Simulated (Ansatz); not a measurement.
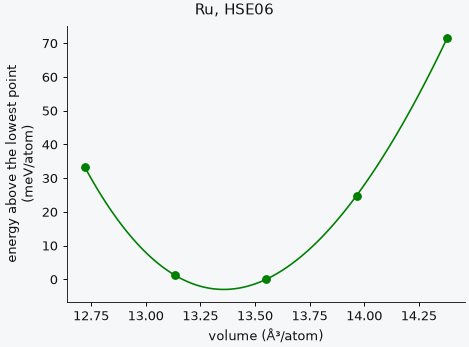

The figure shows the energy above the lowest point against volume for Ru, space group Fm-3m (No. 225) (one of a set of cubic test structures, which need not be the stable phase).

Calculation (Ansatz 0.2.0 development build): equation of state of a cubic crystal from periodic Kohn-Sham density functional theory without spin, third-order Birch-Murnaghan fit to the free energies; pressure corrected for the finite basis. Level: HSE06.

| setting | value |
| --- | --- |
| structure type | fcc |
| atoms in cell | 1 |
| space group number | 225 |
| lattice centring | face-centred primitive |
| k mesh | 6×6×6 |
| occupation method | Fermi–Dirac |
| occupation width | 0.1 eV |
| wave cutoff | 420 eV |
| datasets | soft-1 PAW |
| density tolerance | 1e−07 eV |
| bands | 12 |
| density cutoff ratio | 4 |
| search for lower states | default |
| exchange singularity | Wigner-Seitz |

From this curve and the settings, what does the calculation give for the pressure at the same points?

The pressure falls from 19.3 GPa at volume 12.72 Å³/atom to −21.8 GPa at 14.38 Å³/atom, and changes sign near 13.37 Å³/atom.

| volume (Å³/atom) | pressure (GPa) |
| --- | --- |
| 12.72 | 19.3 |
| 13.14 | 6.1 |
| 13.55 | −4.9 |
| 13.96 | −14.1 |
| 14.38 | −21.8 |

Note: coarse k-mesh, values are not converged in k; cubic model structure, not the ambient form.
